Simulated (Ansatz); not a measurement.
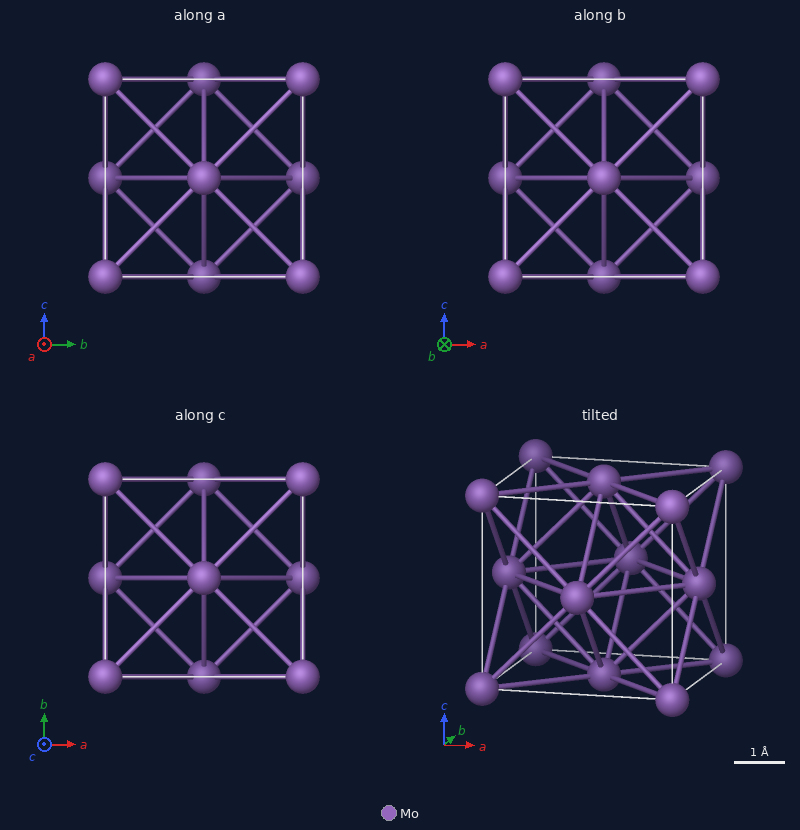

An orthographic ball-and-stick view of the structure, along the a axis, along the b axis, along the c axis and slightly off an axis. Thin lines show the conventional unit cell, with boundary atoms drawn in all their periodic places.

Lattice parameters: a = 4.003 Å, b = 4.003 Å, c = 4.003 Å, α = 90.00°, β = 90.00°, γ = 90.00°. Put a along x and b in the xy plane.

Set out the cell and atoms as a POSCAR file.

Answer.
```
Mo
1.0
     4.003    0.000    0.000
     0.000    4.003    0.000
     0.000    0.000    4.003
Mo
4
Direct
  0.0000 0.0000 0.0000
  0.0000 0.5000 0.5000
  0.5000 0.0000 0.5000
  0.5000 0.5000 0.0000
```

Origin of the cell: a structure type filled with this element by a generator (whether the element takes this form wasn't checked). Earlier steps of the study may have refined or changed the cell and positions. An electronic-structure calculation with Ansatz was run on it.
